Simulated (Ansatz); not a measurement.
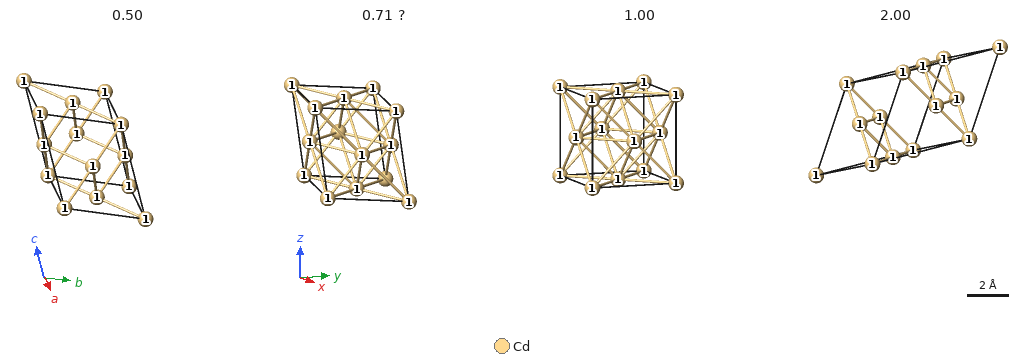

A crystal of Cd (Fm-3m): the ratio of the cell's length along [111] to its lengths across, counted as 1 for the reference, is changed at fixed volume (a trigonal path), with the atoms kept at their fractional coordinates. x, y and z are the Cartesian axes of the input. A ball-and-stick model of the conventional cell (4 times the calculation's cell), seen slightly off an axis. Lengths and directions refer to the drawn axes.

All numbers below come from DFT PBE, scalar-relativistic, plane waves, PAW (Ansatz 0.2.0). Set-up: plane-wave cutoff 420 eV; k-point mesh 20 × 20 × 20; occupations gaussian; smearing width 0.15 eV; no spin polarisation. Energies (free energies at the smearing named) are counted from the cell as listed in its source, which wasn't relaxed.

```csv
axial ratio over its reference value,energy change (meV/atom)
0.50,258
0.60,215
0.71,?
1.00,0
1.41,111
2.00,1326
```

Question: Estimate the missing energy from the other rows, and compare with the calculation.

Answer: A straight line between the two neighbours gives 156 meV/atom. A cubic through the four nearest rows (0.50, 0.60, 1.00, 1.41) gives, with Lagrange weights, (−0.4908)(258) + (1.3157)(215) + (0.1972)(0) + (−0.0222)(111) = 154 meV/atom. The calculation gives 114 meV/atom, so the cubic is 40 meV/atom too high and the straight line 42 meV/atom too high, as the curve bends upwards here.

The whole profile:

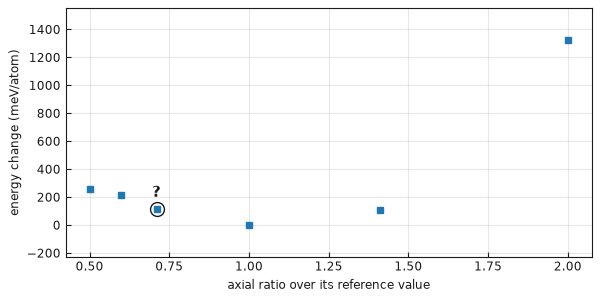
